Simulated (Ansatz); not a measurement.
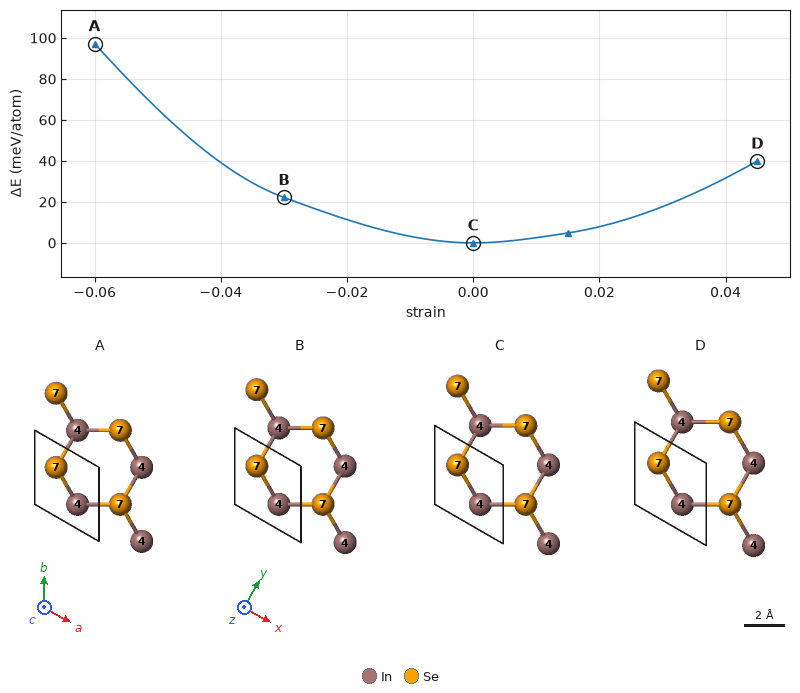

A crystal of InSe (P6_3/mmc): the cell is strained equally along x and y, with the atoms kept at their fractional coordinates. x, y and z are the Cartesian axes of the input. The lettered frames are marked on the plot. The picture is a ball-and-stick view of the cell of the calculation, repeated 2 × 2 × 1 with one cell outlined, seen along the c axis.

Method: Ansatz, DFT PBE+D3(BJ), scalar-relativistic, plane waves, PAW. Set-up: plane-wave cutoff 420 eV; k-point mesh 12 × 12 × 2; occupations gaussian; smearing width 0.03 eV; no spin polarisation. Energies (free energies at the smearing named) are counted from the relaxed crystal.

Read off the main features of the energy profile.

The lowest computed point lies at the strain 0.00 (0.0 meV/atom). The end points stand at 97.2 meV/atom (−0.06) and 39.9 meV/atom (0.045). The distortion keeps the space group P6_3/mmc. At the strain −0.06 the cell of the drawing goes a 4.032 → 3.790 Å, b 4.032 → 3.790 Å.

The computed points:

```csv
strain,ΔE (meV/atom)
−0.060,97.2
−0.030,22.2
0.000,0.0
0.015,4.8
0.045,39.9
```
